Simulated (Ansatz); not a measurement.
# Geometry relaxation, with input and output: MgO (part 1 of 2)

The run: geometry relaxation of MgO (Fm-3m, 2 atoms in the cell). Method and program: DFT, HSE06, plane waves, PAW, no spin polarisation (Ansatz 0.2.0).

The structure was built on a prototype by a generator. The geometry comes from this level: r2SCAN.

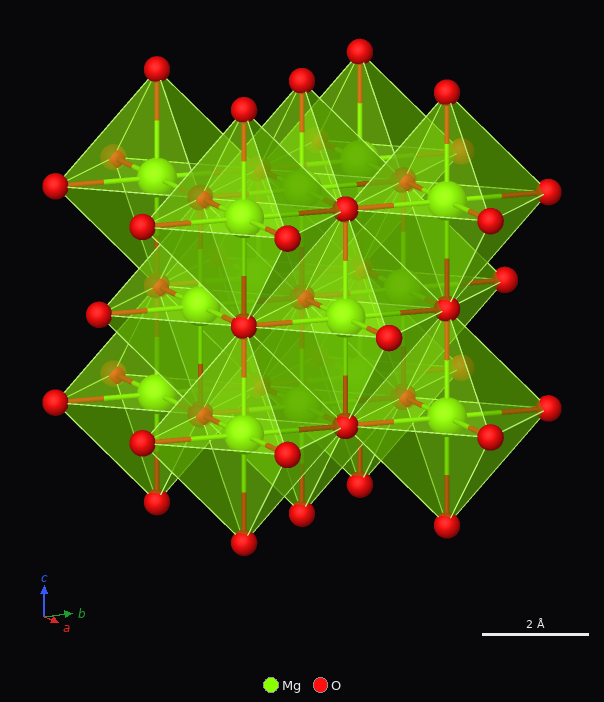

Figure 1. The input geometry (polyhedral view of the cell 4 times as large as that of the calculation, set on its symmetry axes, seen slightly off an axis; polyhedra are completed across the faces of the cell).

## Input
```yaml
crystal:
  lattice:
    - [0.0, 2.1021674168, 2.1021674168]
    - [2.1021674168, 0.0, 2.1021674168]
    - [2.1021674168, 2.1021674168, 0.0]
  atoms:
    - { symbol: Mg, position: [0.0, 0.0, 0.0] }
    - { symbol: O, position: [0.5, 0.5, 0.5] }
kpoints:
  mp_grid: { grid: [6, 6, 6] }
hamiltonian:
  xc: hse06
scf:
  occupations: { method: fermi_dirac, width: 0.02 }
relax:
  f_tol: 0.005
  cell: {}
output:
  write_density: true
  write_potential: true
  elf: true
  volumetric_format: npy
```

Hardware: 4 threads of Arm Neoverse V2, 24 GiB of memory available, shared host.

Run as:
```bash
ansatz run input.yaml --threads 4 --pin off --max-ram 7372MiB --backend cpu --events-out ev --progress --plain --runs-dir out
```

## What the program printed
```
Engine: ansatz 0.2.0, aarch64-unknown-linux-gnu
Pseudopotentials: kind: paw
Pseudopotential: Mg, paw, valence charge 10, recommended cutoff 420 eV (normal), Mg.paw.azcp
Pseudopotential: O, paw, valence charge 6, recommended cutoff 420 eV (normal), O.paw.azcp
Functional definition: HSE06
  parameter a = 0.25
  parameter omega = 0.11/bohr
  exchange = pbe_x - a*pbe_x_sr(omega) + a*exact_x_sr(omega)
  correlation = pbe_c
Crystal: 2 atoms, lattice volume = 18.579 Å³
Basis set: ecut = 420 eV, 339 PW (Γ), exchange–correlation on 40×40×40 points (8 copies of the dense FFT grid, shifted against one another)
Bands: 12, of which v1, the nominal top of the filled ones, is band 8 counted from 1 (7 counted from 0)
Symmetry: 48 space group operations
Space group: Fm-3m (ITA 225), of the structure as read, at distance tolerance 2.6e-5 Å
k-points: 16 of 216
Non-local potential: Mg, projectors of the file, l = 0: 3, l = 1: 2, l = 2: 1
Non-local potential: O, projectors of the file, l = 0: 2, l = 1: 2, l = 2: 1
PAW form: soft (Blöchl's): semilocal exchange-correlation on the pseudo side does not see the compensation charge
PAW frozen core: Mg, regenerated for the run's functional, and the local potential with it (the file was generated under x = pbe(κ = 0.804, μ = 0.2195149727645171), c = pbe(β = 0.06672455060314922))
PAW frozen core: O, regenerated for the run's functional, and the local potential with it (the file was generated under x = pbe(κ = 0.804, μ = 0.2195149727645171), c = pbe(β = 0.06672455060314922))
PAW one-centre angular grid: Mg, 110 points (default); XC on 96 Gauss nodes
PAW one-centre angular grid: O, 110 points (default); XC on 96 Gauss nodes
Initial density: superposition of atomic densities (neutral atoms: chi_scale 0, normalization atom), corrected by the library's trained network
Initial wavefunctions: pseudopotential atomic-orbital guess
Functional: x = pbe(κ = 0.804, μ = 0.2195149727645171), c = pbe(β = 0.06672455060314922), warm-up for x = pbe(κ = 0.804, μ = 0.2195149727645171) + 0.25 (exact − pbe) at short range (hse, ω = 0.20786987370883472 Å⁻¹), c = pbe(β = 0.06672455060314922); HSE06 as pw.x's `hse` composes it (authors' and Libxc's form: `xc: wpbeh`)
SCF iter   1: F=—  HF=-2494.127878 eV  |F-HF|=—  |Δ(HF+E_count)|=         —  Δρ=6.65e-4  dr2=2.97e-5  ethr=1.77e-3  ⟨swp⟩=2.0  Hψ=1257  notcnv=0
preconditioner: auto → none  [insulator: Δε(μ)=4.793 eV  Ē_g=18.615 eV  σ=0.020 eV  W_gap=1.00  n_scr=8 (ndim 8)  ℏωp=24.4 eV  f_vac=0.000  D(μ)=0.00/eV (n_scr^D=0)]
SCF iter   2: F=-2494.128031 eV  HF=-2494.127992 eV  |F-HF|=3.90e-5  |Δ(HF+E_count)|=   1.14e-4  Δρ=3.04e-4  dr2=4.20e-6  ethr=1.85e-7  ⟨swp⟩=3.6  Hψ=436  notcnv=0  defer=4
SCF 1 stopped early in 2 iterations: F = -2494.128031 eV  dr2 = 4.20e-6
  greatest PAW one-centre occupation: 1.000 electrons in one spin orbital (limit 2), on the Mg atom at site 0 (counted from 0), in its partial waves of l = 0
Initial density: handed on by an earlier stage of this run
Initial wavefunctions: those handed on with the density
Functional: x = pbe(κ = 0.804, μ = 0.2195149727645171) + 0.25 (exact − pbe) at short range (hse, ω = 0.20786987370883472 Å⁻¹), c = pbe(β = 0.06672455060314922); HSE06 as pw.x's `hse` composes it (authors' and Libxc's form: `xc: wpbeh`)
Exchange kernel: α = 0.2500, screened, ω = 0.2079 Å⁻¹, Wigner–Seitz truncation, v(0) = 1038.3380 eV·Å³, q-mesh 6×6×6, nearest image of the exchange supercell L = 17.84 Å, pair-density grid 12×12×12, without the augmentation charges, whose exchange is taken in its separable form by FFT convolution over the k-point mesh (sized by the pseudopotential files, 18×18×18 at the most), smooth part of the exact exchange by density-matrix convolution
Frozen-core exchange: fock
SCF iter   1: F=—  HF=-2494.348128 eV  |F-HF|=—  |Δ(HF+E_count)|=         —  Δρ=7.74e-3  dr2=5.70e-3  ethr=2.63e-7  ⟨swp⟩=5.9  Hψ=907  notcnv=0
preconditioner: auto → none  [insulator: Δε(μ)=6.504 eV  Ē_g=21.145 eV  σ=0.020 eV  W_gap=1.00  n_scr=8 (ndim 8)  ℏωp=24.4 eV  f_vac=0.000  D(μ)=0.00/eV (n_scr^D=0)]
SCF iter   2: F=—  HF=-2494.345874 eV  |F-HF|=—  |Δ(HF+E_count)|=   2.25e-3  Δρ=3.79e-3  dr2=1.18e-3  ethr=2.63e-7  ⟨swp⟩=3.7  Hψ=483  notcnv=0
SCF iter   3: F=—  HF=-2494.348769 eV  |F-HF|=—  |Δ(HF+E_count)|=   2.90e-3  Δρ=1.43e-3  dr2=4.21e-4  ethr=2.63e-7  ⟨swp⟩=4.0  Hψ=540  notcnv=0
SCF iter   4: F=—  HF=-2494.348663 eV  |F-HF|=—  |Δ(HF+E_count)|=   1.06e-4  Δρ=5.47e-4  dr2=5.47e-5  ethr=2.63e-7  ⟨swp⟩=4.0  Hψ=497  notcnv=0
iter 5 solved again at ethr=2.67e-9 eV; its pass at ethr=2.51e-7 eV (dr2=4.28e-7 eV) is discarded
SCF iter   5: F=—  HF=-2494.348650 eV  |F-HF|=—  |Δ(HF+E_count)|=   1.29e-5  Δρ=7.48e-5  dr2=3.61e-6  ethr=2.67e-9  ⟨swp⟩=3.1  Hψ=709  notcnv=0
SCF iter   6: F=-2494.348667 eV  HF=-2494.348671 eV  |F-HF|=3.76e-6  |Δ(HF+E_count)|=   2.12e-5  Δρ=9.30e-5  dr2=1.85e-6  ethr=2.54e-9  ⟨swp⟩=3.6  Hψ=416  notcnv=0
SCF 2 stopped early in 6 iterations: F = -2494.348667 eV  dr2 = 1.85e-6
hybrid outer 1: dexx = +3.390e-3 eV, tail = 3.66e-5 eV
Exchange kernel: α = 0.2500, screened, ω = 0.2079 Å⁻¹, Wigner–Seitz truncation, v(0) = 1038.3380 eV·Å³, q-mesh 6×6×6, nearest image of the exchange supercell L = 17.84 Å, pair-density grid 12×12×12, without the augmentation charges, whose exchange is taken in its separable form by FFT convolution over the k-point mesh (sized by the pseudopotential files, 18×18×18 at the most), smooth part of the exact exchange by density-matrix convolution
Frozen-core exchange: fock
SCF iter   1: F=—  HF=-2494.348635 eV  |F-HF|=—  |Δ(HF+E_count)|=         —  Δρ=6.96e-5  dr2=7.82e-7  ethr=1.14e-6  ⟨swp⟩=2.8  Hψ=404  notcnv=0
preconditioner: auto → none  [insulator: Δε(μ)=6.543 eV  Ē_g=21.139 eV  σ=0.020 eV  W_gap=1.00  n_scr=8 (ndim 8)  ℏωp=24.4 eV  f_vac=0.000  D(μ)=0.00/eV (n_scr^D=0)]
SCF iter   2: F=—  HF=-2494.348634 eV  |F-HF|=—  |Δ(HF+E_count)|=   2.23e-7  Δρ=1.76e-5  dr2=4.40e-8  ethr=4.72e-9  ⟨swp⟩=3.5  Hψ=447  notcnv=0
SCF iter   3: F=—  HF=-2494.348635 eV  |F-HF|=—  |Δ(HF+E_count)|=   1.64e-7  Δρ=1.40e-5  dr2=2.45e-8  ethr=1.28e-10  ⟨swp⟩=4.0  Hψ=500  notcnv=0
SCF iter   4: F=—  HF=-2494.348635 eV  |F-HF|=—  |Δ(HF+E_count)|=   9.00e-9  Δρ=1.62e-6  dr2=5.43e-10  ethr=1.28e-10  ⟨swp⟩=3.0  Hψ=372  notcnv=0
SCF iter   5: F=—  HF=-2494.348635 eV  |F-HF|=—  |Δ(HF+E_count)|=   1.90e-9  Δρ=1.82e-6  dr2=5.13e-10  ethr=1.34e-12  ⟨swp⟩=3.0  Hψ=382  notcnv=0
SCF iter   6: F=-2494.348635 eV  HF=-2494.348635 eV  |F-HF|=4.55e-13  |Δ(HF+E_count)|=  1.67e-10  Δρ=9.43e-8  dr2=9.91e-13  ethr=1.34e-12  ⟨swp⟩=3.1  Hψ=384  notcnv=0
SCF 3 converged in 6 iterations: F = -2494.348635 eV  dr2 = 9.91e-13
  Residual-converged pass: ⟨swp⟩=4.0  Hψ=544  notcnv=0  max |occ|·‖R‖ = 9.3e-9 eV (tolerance 1.0e-8 eV)  dr2=1.00e-12  dr2_onsite=1.40e-13  max |Δocc| = 0.0e0
hybrid outer 2: dexx = +1.295e-7 eV, tail = 9.07e-9 eV, Δε = 3.47e-3 eV (about 1.19e-4 eV left of the loop's levels)
Exchange kernel: α = 0.2500, screened, ω = 0.2079 Å⁻¹, Wigner–Seitz truncation, v(0) = 1038.3380 eV·Å³, q-mesh 6×6×6, nearest image of the exchange supercell L = 17.84 Å, pair-density grid 12×12×12, without the augmentation charges, whose exchange is taken in its separable form by FFT convolution over the k-point mesh (sized by the pseudopotential files, 18×18×18 at the most), smooth part of the exact exchange by density-matrix convolution
Frozen-core exchange: fock
SCF iter   1: F=—  HF=-2494.348635 eV  |F-HF|=—  |Δ(HF+E_count)|=         —  Δρ=1.96e-6  dr2=3.04e-10  ethr=2.84e-10  ⟨swp⟩=5.2  Hψ=504  notcnv=0
preconditioner: auto → none  [insulator: Δε(μ)=6.542 eV  Ē_g=21.138 eV  σ=0.020 eV  W_gap=1.00  n_scr=8 (ndim 8)  ℏωp=24.4 eV  f_vac=0.000  D(μ)=0.00/eV (n_scr^D=0)]
SCF iter   2: F=-2494.348635 eV  HF=-2494.348635 eV  |F-HF|=2.27e-12  |Δ(HF+E_count)|=  1.00e-10  Δρ=1.61e-7  dr2=8.40e-12  ethr=1.82e-12  ⟨swp⟩=3.9  Hψ=475  notcnv=0
SCF 4 converged in 2 iterations: F = -2494.348635 eV  dr2 = 8.40e-12
  Residual-converged pass: ⟨swp⟩=3.8  Hψ=506  notcnv=0  max |occ|·‖R‖ = 9.9e-9 eV (tolerance 1.0e-8 eV)  dr2=8.42e-12  dr2_onsite=7.86e-13  max |Δocc| = 0.0e0
hybrid outer 3: dexx = +4.283e-11 eV, tail = 1.99e-11 eV, Δε = 3.09e-5 eV (about 3.58e-6 eV left of the loop's levels), ΔF = 1.05e-29 eV/Å (tail 4.83e-30)
relax step   1: F+E_penalty+E_count = -2494.34863455 eV  Δ(F+E_penalty+E_count) = +0.000e0 eV  max|allowed force component| = 7.100e-30 eV/Å  Δτ_max = 0.0000 Å  P = -0.351 GPa  Ω = 18.579 Å³  (16 SCF iters, accepted)
Crystal: 2 atoms, lattice volume = 18.563 Å³
Exchange kernel: α = 0.2500, screened, ω = 0.2079 Å⁻¹, Wigner–Seitz truncation, v(0) = 1038.3157 eV·Å³, q-mesh 6×6×6, nearest image of the exchange supercell L = 17.83 Å, pair-density grid 12×12×12, without the augmentation charges, whose exchange is taken in its separable form by FFT convolution over the k-point mesh (sized by the pseudopotential files, 18×18×18 at the most), smooth part of the exact exchange by density-matrix convolution
Frozen-core exchange: fock
iter 1 solved again at ethr=3.11e-7 eV; its pass at ethr=1.00e-1 eV (dr2=4.98e-5 eV) is discarded
SCF iter   1: F=—  HF=-2494.348565 eV  |F-HF|=—  |Δ(HF+E_count)|=         —  Δρ=2.64e-4  dr2=8.92e-6  ethr=3.11e-7  ⟨swp⟩=3.4  Hψ=770  notcnv=0
preconditioner: auto → none  [insulator: Δε(μ)=6.554 eV  Ē_g=21.150 eV  σ=0.020 eV  W_gap=1.00  n_scr=8 (ndim 8)  ℏωp=24.4 eV  f_vac=0.000  D(μ)=0.00/eV (n_scr^D=0)]
iter 2 solved again at ethr=4.57e-9 eV; its pass at ethr=5.07e-8 eV (dr2=7.31e-7 eV) is discarded
SCF iter   2: F=—  HF=-2494.348560 eV  |F-HF|=—  |Δ(HF+E_count)|=   4.26e-6  Δρ=7.52e-5  dr2=1.07e-5  ethr=4.57e-9  ⟨swp⟩=2.0  Hψ=715  notcnv=0
SCF iter   3: F=—  HF=-2494.348712 eV  |F-HF|=—  |Δ(HF+E_count)|=   1.52e-4  Δρ=1.69e-4  dr2=2.55e-6  ethr=4.56e-9  ⟨swp⟩=4.0  Hψ=540  notcnv=0
SCF iter   4: F=-2494.348711 eV  HF=-2494.348711 eV  |F-HF|=4.07e-8  |Δ(HF+E_count)|=   1.78e-6  Δρ=2.59e-5  dr2=9.11e-8  ethr=4.56e-9  ⟨swp⟩=3.0  Hψ=448  notcnv=0
SCF 5 stopped early in 4 iterations: F = -2494.348711 eV  dr2 = 9.11e-8
hybrid outer 1: dexx = +1.543e-4 eV, tail = 5.59e-7 eV
Exchange kernel: α = 0.2500, screened, ω = 0.2079 Å⁻¹, Wigner–Seitz truncation, v(0) = 1038.3157 eV·Å³, q-mesh 6×6×6, nearest image of the exchange supercell L = 17.83 Å, pair-density grid 12×12×12, without the augmentation charges, whose exchange is taken in its separable form by FFT convolution over the k-point mesh (sized by the pseudopotential files, 18×18×18 at the most), smooth part of the exact exchange by density-matrix convolution
Frozen-core exchange: fock
SCF iter   1: F=—  HF=-2494.348710 eV  |F-HF|=—  |Δ(HF+E_count)|=         —  Δρ=1.71e-5  dr2=1.59e-8  ethr=1.75e-8  ⟨swp⟩=3.3  Hψ=423  notcnv=0
preconditioner: auto → none  [insulator: Δε(μ)=6.552 eV  Ē_g=21.149 eV  σ=0.020 eV  W_gap=1.00  n_scr=8 (ndim 8)  ℏωp=24.4 eV  f_vac=0.000  D(μ)=0.00/eV (n_scr^D=0)]
SCF iter   2: F=—  HF=-2494.348710 eV  |F-HF|=—  |Δ(HF+E_count)|=   1.99e-8  Δρ=4.57e-6  dr2=3.01e-9  ethr=9.50e-11  ⟨swp⟩=4.0  Hψ=492  notcnv=0
SCF iter   3: F=—  HF=-2494.348710 eV  |F-HF|=—  |Δ(HF+E_count)|=  6.38e-10  Δρ=3.05e-6  dr2=7.32e-10  ethr=1.45e-11  ⟨swp⟩=3.0  Hψ=441  notcnv=0
SCF iter   4: F=—  HF=-2494.348710 eV  |F-HF|=—  |Δ(HF+E_count)|=   1.56e-9  Δρ=1.74e-6  dr2=3.50e-10  ethr=3.24e-12  ⟨swp⟩=3.6  Hψ=440  notcnv=0
SCF iter   5: F=—  HF=-2494.348710 eV  |F-HF|=—  |Δ(HF+E_count)|=  1.96e-10  Δρ=7.09e-7  dr2=6.86e-11  ethr=2.07e-12  ⟨swp⟩=2.5  Hψ=336  notcnv=0
SCF iter   6: F=-2494.348710 eV  HF=-2494.348710 eV  |F-HF|=3.18e-12  |Δ(HF+E_count)|=  3.68e-11  Δρ=1.44e-7  dr2=4.73e-12  ethr=1.00e-12  ⟨swp⟩=2.0  Hψ=320  notcnv=0
SCF 6 converged in 6 iterations: F = -2494.348710 eV  dr2 = 4.73e-12
  Residual-converged pass: ⟨swp⟩=4.0  Hψ=556  notcnv=0  max |occ|·‖R‖ = 9.7e-9 eV (tolerance 1.0e-8 eV)  dr2=4.68e-12  dr2_onsite=2.03e-12  max |Δocc| = 0.0e0
hybrid outer 2: dexx = +2.271e-9 eV, tail = 1.16e-9 eV, Δε = 5.44e-4 eV (about 3.64e-5 eV left of the loop's levels)
Exchange kernel: α = 0.2500, screened, ω = 0.2079 Å⁻¹, Wigner–Seitz truncation, v(0) = 1038.3157 eV·Å³, q-mesh 6×6×6, nearest image of the exchange supercell L = 17.83 Å, pair-density grid 12×12×12, without the augmentation charges, whose exchange is taken in its separable form by FFT convolution over the k-point mesh (sized by the pseudopotential files, 18×18×18 at the most), smooth part of the exact exchange by density-matrix convolution
Frozen-core exchange: fock
SCF iter   1: F=—  HF=-2494.348710 eV  |F-HF|=—  |Δ(HF+E_count)|=         —  Δρ=3.36e-7  dr2=6.70e-12  ethr=3.61e-11  ⟨swp⟩=4.2  Hψ=466  notcnv=0
SCF iter   2: F=-2494.348710 eV  HF=-2494.348710 eV  |F-HF|=9.09e-13  |Δ(HF+E_count)|=  9.55e-12  Δρ=2.97e-8  dr2=5.94e-14  ethr=1.00e-12  ⟨swp⟩=2.0  Hψ=320  notcnv=0
SCF 7 converged in 2 iterations: F = -2494.348710 eV  dr2 = 5.94e-14
  Residual-converged pass: ⟨swp⟩=4.0  Hψ=549  notcnv=0  max |occ|·‖R‖ = 9.6e-9 eV (tolerance 1.0e-8 eV)  dr2=7.06e-14  dr2_onsite=3.59e-14  max |Δocc| = 0.0e0
hybrid outer 3: dexx = +6.253e-13 eV, tail = 1.75e-13 eV, Δε = 7.39e-6 eV (about 6.49e-7 eV left of the loop's levels), ΔF = 1.31e-29 eV/Å (tail inf)
relax step   2: F+E_penalty+E_count = -2494.34871013 eV  Δ(F+E_penalty+E_count) = -7.558e-5 eV  max|allowed force component| = 5.374e-30 eV/Å  Δτ_max = 0.0000 Å  P = -0.194 GPa  Ω = 18.563 Å³  energy of the carried Pulay correction = +4.689e-5 eV  (12 SCF iters, accepted)
Crystal: 2 atoms, lattice volume = 18.542 Å³
Exchange kernel: α = 0.2500, screened, ω = 0.2079 Å⁻¹, Wigner–Seitz truncation, v(0) = 1038.2880 eV·Å³, q-mesh 6×6×6, nearest image of the exchange supercell L = 17.83 Å, pair-density grid 12×12×12, without the augmentation charges, whose exchange is taken in its separable form by FFT convolution over the k-point mesh (sized by the pseudopotential files, 18×18×18 at the most), smooth part of the exact exchange by density-matrix convolution
Frozen-core exchange: fock
iter 1 solved again at ethr=4.76e-7 eV; its pass at ethr=1.00e-1 eV (dr2=7.62e-5 eV) is discarded
```
